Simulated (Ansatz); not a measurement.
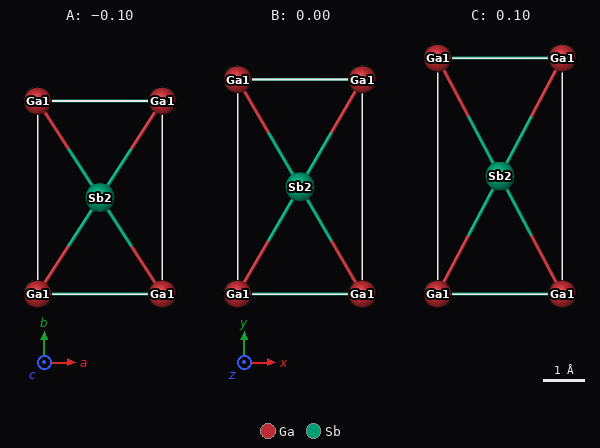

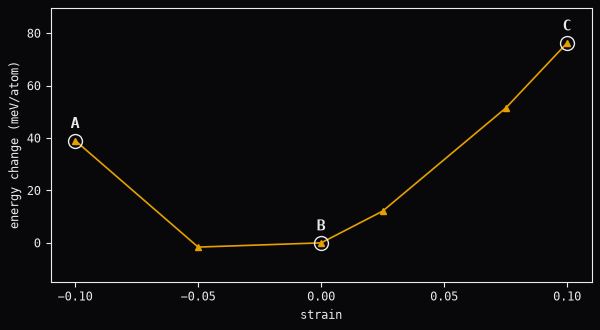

Energy scan for solid GaSb (Immm), in which the cell is strained along y alone, with the atoms kept at their fractional coordinates. x, y and z are the Cartesian axes of the input. The lettered frames are marked on the plot. Style: ball-and-stick. Shown: the conventional cell (2 times the calculation's cell), along the c axis. Lengths and directions refer to the drawn axes.

The calculation used Ansatz, DFT r2SCAN, scalar-relativistic, plane waves, PAW. Settings: plane-wave cutoff 500 eV; k-point mesh 18 × 18 × 18; occupations gaussian; smearing width 0.15 eV; no spin polarisation. Energies (free energies at the smearing named) are counted from the cell as listed in its source, which wasn't relaxed.

Question: Read off the main features of the energy profile.

Answer: Of the computed points the lowest is at the strain −0.05, −1.6 meV/atom. The unrelaxed reference is under a pressure of −1.8 GPa, which tilts the curve. The distortion keeps the space group Immm. At the strain −0.10 the cell of the drawing goes b 5.350 → 4.815 Å.

The computed points:

| strain | energy change (meV/atom) |
| --- | --- |
| −0.100 | 39.1 |
| −0.050 | −1.6 |
| 0.000 | 0.0 |
| 0.025 | 12.1 |
| 0.075 | 51.4 |
| 0.100 | 76.3 |
